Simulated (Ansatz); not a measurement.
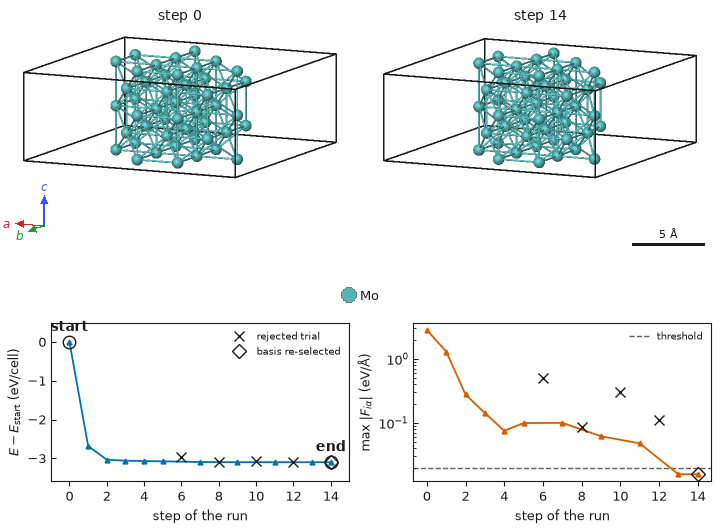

First and last geometry of a relaxation of a wire of composition Mo, with the history of the run. Style: ball-and-stick. Shown: the 2 repeat of the cell, with the vacuum cut short (origin shifted), from a free direction.

Case: wire along [0 0 1], 19 atoms a period.

All numbers below come from DFT PBEsol, scalar-relativistic, plane waves, PAW (Ansatz). (plane-wave cutoff 420 eV; k-point mesh 1 × 1 × 17; occupations gaussian; smearing width 0.05 eV; no spin polarisation; cell relaxed at fixed a, b, alpha, beta, gamma; force threshold 0.02 eV/Å; at most 45 steps)

**Read the history and describe the run.**

It converged. The largest move relative to the layer's centre is that of a Mo atom, 0.41 Å. Along the periodic axis the drawn cell goes c 6.259 → 6.150 Å (−1.7 %). Some distances before and after: Mo–Mo 2.710 → 2.381 Å, Mo–Mo 3.129 → 2.872 Å, Mo–Mo 3.129 → 2.892 Å, Mo–Mo 2.710 → 2.503 Å. Bond angles that change, for instance: Mo–Mo–Mo 90.0° → 104.4°, Mo–Mo–Mo 70.5° → 80.5°, Mo–Mo–Mo 125.3° → 130.2°. Over 9 accepted moves (14 points after the start) the energy falls by 3.099 eV per cell of the calculation. The largest force component goes from 2.8 to 0.016 eV/Å. The line search rejected the trial steps at points 6, 8, 10, 12 of the run. At 1 point the geometry stayed and the basis and grid were re-selected for the new cell (energy shift of 0.9 meV per cell of the calculation at most each time). Cost: 23 min on 4 threads of Arm Neoverse V1, on a shared host, peak memory 3.6 GiB.
